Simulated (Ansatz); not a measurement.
# Sr$_{2}$Ti$_{3}$O$_{8}$: geometry relaxation (part 3 of 3)

The same run, continued: Sr$_{2}$Ti$_{3}$O$_{8}$ (slab, 26 atoms in the cell); DFT PBEsol, scalar-relativistic, plane waves, PAW, no spin polarisation (Ansatz 0.2.0); cutoff 420 eV, 5×5×1 k-mesh, Gaussian smearing of 0.05 eV. The structure derives from an entry of the Crystallography Open Database. It belongs to a series of runs on one base structure; here: (1 1 0) slab, atoms relaxed.

Trajectory as extended XYZ, continued
```
26
Lattice="5.5043 0.0000 0.0000 0.0344 5.5042 0.0000 0.0000 0.0000 23.1424" Properties=species:S:1:pos:R:3:forces:R:3 step=2 energy=-37824.16474
O     4.1369    1.3761    7.5210    0.0000   0.0000  -0.0527
Ti    2.7835    2.7379    7.7534    0.2813  -0.2831   1.2214
Ti   -0.0141    0.0142    7.7534   -0.2813   0.2831   1.2214
O     1.3847    1.3761    7.6862    0.0000   0.0000  -0.1160
O     4.1541    4.1282    7.6862    0.0000   0.0000  -0.1160
O     1.4019    4.1282    7.8235    0.0000   0.0000  -0.2980
Sr    0.0200    2.7549    9.4349    0.0120   0.0119   0.8251
Sr    2.7494   -0.0028    9.4349   -0.0120  -0.0119   0.8251
O     2.9097    2.6109    9.6457   -0.0845   0.0851  -1.8863
O     5.3640    0.1412    9.6457    0.0845  -0.0851  -1.8863
O     1.4019    4.1282   11.3640    0.0000   0.0000  -0.1434
Ti    0.0000    0.0000   11.5712    0.0000   0.0000   0.0000
Ti    2.7694    2.7521   11.5712    0.0000   0.0000   0.0000
O     4.1541    4.1282   11.5712    0.0000   0.0000   0.0000
O     1.3847    1.3761   11.5712    0.0000   0.0000   0.0000
O     4.1369    1.3761   11.7784    0.0000   0.0000   0.1434
Sr    2.7550    0.0028   13.7076    0.0120   0.0119  -0.8251
Sr    0.0144    2.7493   13.7076   -0.0120  -0.0119  -0.8251
O     0.1748    5.3630   13.4967   -0.0845   0.0851   1.8863
O     2.6291    2.8933   13.4967    0.0845  -0.0851   1.8863
O     4.1369    1.3761   15.3189    0.0000   0.0000   0.2980
Ti    2.7553    2.7663   15.3890   -0.2813   0.2831  -1.2214
Ti    0.0141   -0.0142   15.3890    0.2813  -0.2831  -1.2214
O     1.3847    1.3761   15.4562    0.0000   0.0000   0.1160
O     4.1541    4.1282   15.4562    0.0000   0.0000   0.1160
O     1.4019    4.1282   15.6214    0.0000   0.0000   0.0527
26
Lattice="5.5043 0.0000 0.0000 0.0344 5.5042 0.0000 0.0000 0.0000 23.1424" Properties=species:S:1:pos:R:3:forces:R:3 step=3 energy=-37823.75444 accepted=F
O     4.1369    1.3761    7.6294    0.0000   0.0000  -0.1144
Ti    2.7998    2.7216    7.8762   -0.3613   0.3636  -3.0943
Ti   -0.0304    0.0306    7.8762    0.3613  -0.3636  -3.0943
O     1.3847    1.3761    7.7853    0.0000   0.0000   0.0766
O     4.1541    4.1282    7.7853    0.0000   0.0000   0.0766
O     1.4019    4.1282    7.9028    0.0000   0.0000   0.0976
Sr    0.0233    2.7581    9.5221    0.0851   0.0846  -0.3556
Sr    2.7461   -0.0060    9.5221   -0.0851  -0.0846  -0.3556
O     2.9066    2.6141    9.5848    0.0648  -0.0652   3.7191
O     5.3672    0.1380    9.5848   -0.0648   0.0652   3.7191
O     1.4019    4.1282   11.3731    0.0000   0.0000   0.0387
Ti    0.0000    0.0000   11.5712    0.0000   0.0000   0.0000
Ti    2.7694    2.7521   11.5712    0.0000   0.0000   0.0000
O     4.1541    4.1282   11.5712    0.0000   0.0000   0.0000
O     1.3847    1.3761   11.5712    0.0000   0.0000   0.0000
O     4.1369    1.3761   11.7693    0.0000   0.0000  -0.0387
Sr    2.7582    0.0060   13.6203    0.0851   0.0846   0.3556
Sr    0.0112    2.7461   13.6203   -0.0851  -0.0846   0.3556
O     0.1716    5.3662   13.5576    0.0648  -0.0652  -3.7191
O     2.6322    2.8901   13.5576   -0.0648   0.0652  -3.7191
O     4.1369    1.3761   15.2396    0.0000   0.0000  -0.0976
Ti    2.7390    2.7827   15.2662    0.3613  -0.3636   3.0943
Ti    0.0304   -0.0306   15.2662   -0.3613   0.3636   3.0943
O     1.3847    1.3761   15.3571    0.0000   0.0000  -0.0766
O     4.1541    4.1282   15.3571    0.0000   0.0000  -0.0766
O     1.4019    4.1282   15.5130    0.0000   0.0000   0.1144
26
Lattice="5.5043 0.0000 0.0000 0.0344 5.5042 0.0000 0.0000 0.0000 23.1424" Properties=species:S:1:pos:R:3:forces:R:3 step=4 energy=-37824.48052
O     4.1369    1.3761    7.5499    0.0000   0.0000  -0.0360
Ti    2.7905    2.7309    7.7891    0.0585  -0.0589   0.0878
Ti   -0.0211    0.0212    7.7891   -0.0585   0.0589   0.0878
O     1.3847    1.3761    7.7167    0.0000   0.0000  -0.0075
O     4.1541    4.1282    7.7167    0.0000   0.0000  -0.0075
O     1.4019    4.1282    7.8434    0.0000   0.0000  -0.1012
Sr    0.0262    2.7611    9.4959    0.0189   0.0188   0.1285
Sr    2.7431   -0.0090    9.4959   -0.0189  -0.0188   0.1285
O     2.9054    2.6152    9.6183   -0.0397   0.0400   0.0059
O     5.3683    0.1369    9.6183    0.0397  -0.0400   0.0059
O     1.4019    4.1282   11.3663    0.0000   0.0000  -0.0235
Ti    0.0000    0.0000   11.5712    0.0000   0.0000   0.0000
Ti    2.7694    2.7521   11.5712    0.0000   0.0000   0.0000
O     4.1541    4.1282   11.5712    0.0000   0.0000   0.0000
O     1.3847    1.3761   11.5712    0.0000   0.0000   0.0000
O     4.1369    1.3761   11.7761    0.0000   0.0000   0.0235
Sr    2.7612    0.0090   13.6465    0.0189   0.0188  -0.1285
Sr    0.0082    2.7432   13.6465   -0.0189  -0.0188  -0.1285
O     0.1705    5.3674   13.5242   -0.0397   0.0400  -0.0059
O     2.6334    2.8890   13.5242    0.0397  -0.0400  -0.0059
O     4.1369    1.3761   15.2991    0.0000   0.0000   0.1012
Ti    2.7483    2.7734   15.3533   -0.0585   0.0589  -0.0878
Ti    0.0211   -0.0212   15.3533    0.0585  -0.0589  -0.0878
O     1.3847    1.3761   15.4257    0.0000   0.0000   0.0075
O     4.1541    4.1282   15.4257    0.0000   0.0000   0.0075
O     1.4019    4.1282   15.5925    0.0000   0.0000   0.0360
26
Lattice="5.5043 0.0000 0.0000 0.0344 5.5042 0.0000 0.0000 0.0000 23.1424" Properties=species:S:1:pos:R:3:forces:R:3 step=5 energy=-37824.49117
O     4.1369    1.3761    7.5765    0.0000   0.0000  -0.0156
Ti    2.7888    2.7326    7.7950    0.0121  -0.0122  -0.0065
Ti   -0.0194    0.0196    7.7950   -0.0121   0.0122  -0.0065
O     1.3847    1.3761    7.7241    0.0000   0.0000   0.0175
O     4.1541    4.1282    7.7241    0.0000   0.0000   0.0175
O     1.4019    4.1282    7.8158    0.0000   0.0000  -0.0142
Sr    0.0295    2.7643    9.5128   -0.0036  -0.0036   0.0224
Sr    2.7399   -0.0122    9.5128    0.0036   0.0036   0.0224
O     2.8811    2.6397    9.6243   -0.0070   0.0070   0.0055
O     5.3927    0.1124    9.6243    0.0070  -0.0070   0.0055
O     1.4019    4.1282   11.3988    0.0000   0.0000  -0.0223
Ti    0.0000    0.0000   11.5712    0.0000   0.0000   0.0000
Ti    2.7694    2.7521   11.5712    0.0000   0.0000   0.0000
O     4.1541    4.1282   11.5712    0.0000   0.0000   0.0000
O     1.3847    1.3761   11.5712    0.0000   0.0000   0.0000
O     4.1369    1.3761   11.7437    0.0000   0.0000   0.0223
Sr    2.7644    0.0122   13.6296   -0.0036  -0.0036  -0.0224
Sr    0.0050    2.7399   13.6296    0.0036   0.0036  -0.0224
O     0.1461    5.3918   13.5181   -0.0070   0.0070  -0.0055
O     2.6577    2.8645   13.5181    0.0070  -0.0070  -0.0055
O     4.1369    1.3761   15.3266    0.0000   0.0000   0.0142
Ti    2.7500    2.7717   15.3474   -0.0121   0.0122   0.0065
Ti    0.0194   -0.0196   15.3474    0.0121  -0.0122   0.0065
O     1.3847    1.3761   15.4183    0.0000   0.0000  -0.0175
O     4.1541    4.1282   15.4183    0.0000   0.0000  -0.0175
O     1.4019    4.1282   15.5660    0.0000   0.0000   0.0156
26
Lattice="5.5043 0.0000 0.0000 0.0344 5.5042 0.0000 0.0000 0.0000 23.1424" Properties=species:S:1:pos:R:3:forces:R:3 step=6 energy=-37824.49203
O     4.1369    1.3761    7.5679    0.0000   0.0000  -0.0045
Ti    2.7902    2.7311    7.7967   -0.0017   0.0017   0.0027
Ti   -0.0209    0.0210    7.7967    0.0017  -0.0017   0.0027
O     1.3847    1.3761    7.7328    0.0000   0.0000   0.0011
O     4.1541    4.1282    7.7328    0.0000   0.0000   0.0011
O     1.4019    4.1282    7.8172    0.0000   0.0000  -0.0080
Sr    0.0308    2.7656    9.5172   -0.0032  -0.0032   0.0035
Sr    2.7386   -0.0135    9.5172    0.0032   0.0032   0.0035
O     2.8850    2.6358    9.6263    0.0023  -0.0023  -0.0025
O     5.3887    0.1163    9.6263   -0.0023   0.0023  -0.0025
O     1.4019    4.1282   11.3894    0.0000   0.0000  -0.0012
Ti    0.0000    0.0000   11.5712    0.0000   0.0000   0.0000
Ti    2.7694    2.7521   11.5712    0.0000   0.0000   0.0000
O     4.1541    4.1282   11.5712    0.0000   0.0000   0.0000
O     1.3847    1.3761   11.5712    0.0000   0.0000   0.0000
O     4.1369    1.3761   11.7531    0.0000   0.0000   0.0012
Sr    2.7658    0.0135   13.6252   -0.0032  -0.0032  -0.0034
Sr    0.0036    2.7386   13.6252    0.0032   0.0032  -0.0034
O     0.1501    5.3879   13.5161    0.0023  -0.0023   0.0025
O     2.6538    2.8685   13.5161   -0.0023   0.0023   0.0025
O     4.1369    1.3761   15.3252    0.0000   0.0000   0.0080
Ti    2.7485    2.7731   15.3457    0.0017  -0.0017  -0.0027
Ti    0.0209   -0.0210   15.3457   -0.0017   0.0017  -0.0027
O     1.3847    1.3761   15.4096    0.0000   0.0000  -0.0011
O     4.1541    4.1282   15.4096    0.0000   0.0000  -0.0011
O     1.4019    4.1282   15.5746    0.0000   0.0000   0.0045
```

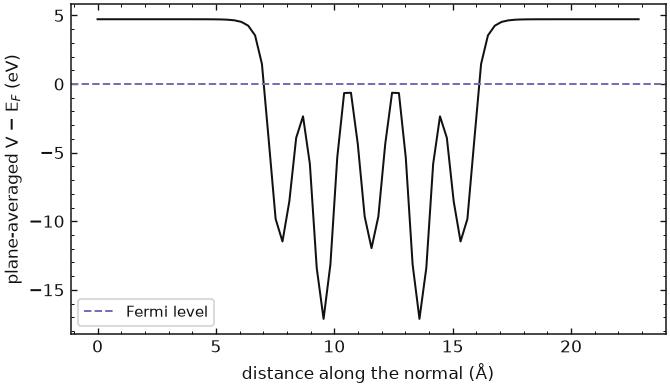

Figure 1. Plane average of the electrostatic potential energy of an electron across the cell, from the Fermi level. The vacuum level lies 4.72 eV above the Fermi level.

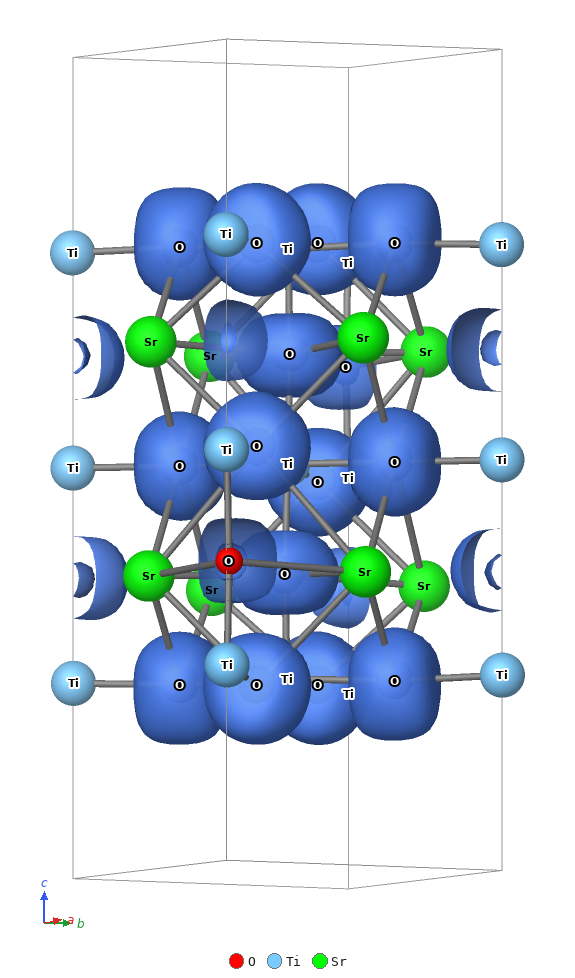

Figure 2. Isosurface of the electron localisation function at 0.65 (blue), seen at an oblique angle. Only the valence region is drawn (cores and ρ < 0.01 e/Å³ removed). Sticks mark near contacts. Along the contacts the grid gives the following. Ti–O (1.83 Å): the ELF is about 0.30 at the midpoint. Sr–O (2.57 Å): the ELF is about 0.10 at the midpoint (a contact without a shared pair). The fields are those of the smooth PAW valence density.

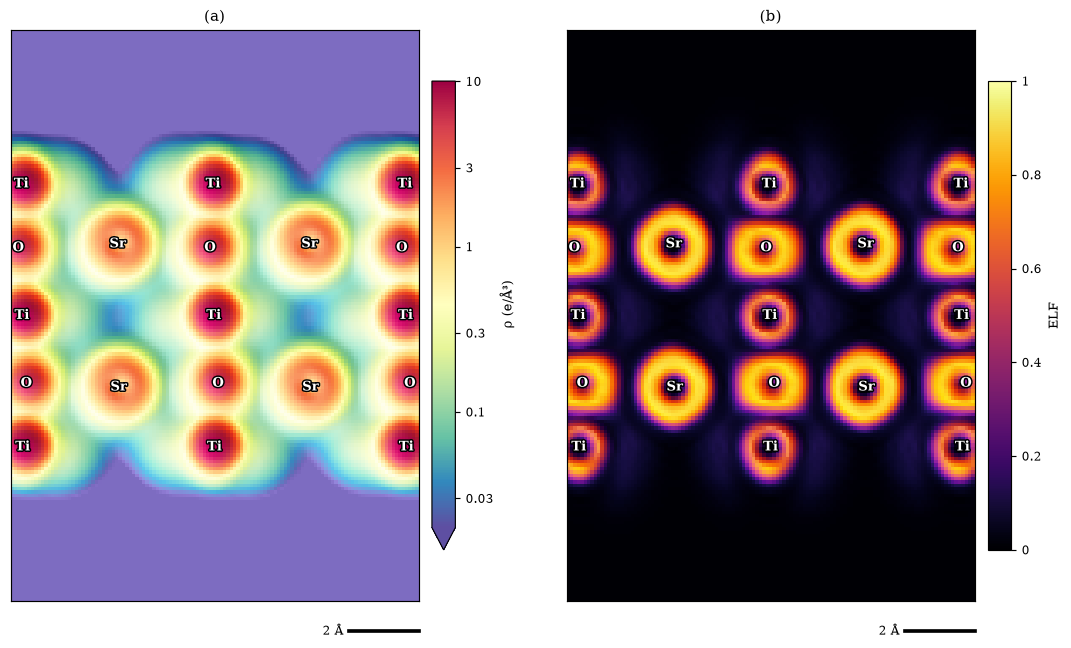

Figure 3. (a) valence charge density (pseudo); (b) electron localisation function on the (100) plane of the calculation cell, a cut from vacuum to vacuum. Atoms in the plane: Ti, Sr and O. Ti–O (1.83 Å): ρ at the midpoint is about 0.97 e/Å³; the ELF is about 0.30 at the midpoint. Ti–O (1.95 Å): ρ at the midpoint is about 0.7 e/Å³; the ELF is about 0.20 at the midpoint. Sr–O (2.66 Å): ρ is about 0.19 e/Å³ halfway; the ELF is about 0.05 at the midpoint (a largely ionic contact). The density dies away to nearly zero in the vacuum. The strong features right at Ti and Sr lie inside the PAW spheres (semicore, d or f shells) and say nothing about bonding.

Summary

```csv
quantity,value
outcome,converged
electrons treated,208
free energy,−37824.4920 eV
"work function, top face",4.72 eV
"work function, bottom face",4.72 eV
Fermi energy,1.906 eV
gap on the k-point mesh,1.19 eV
final volume,701.15 Å³
work function (upper face),4.72 eV
largest force (length of the vector) at the end,0.008 eV/Å
wall time,1.8 min (CPU time 7.2 min)
peak memory,2.3 GiB
```

Remarks

Warnings of the run: the exchange-correlation potential is rough where the density is thin.
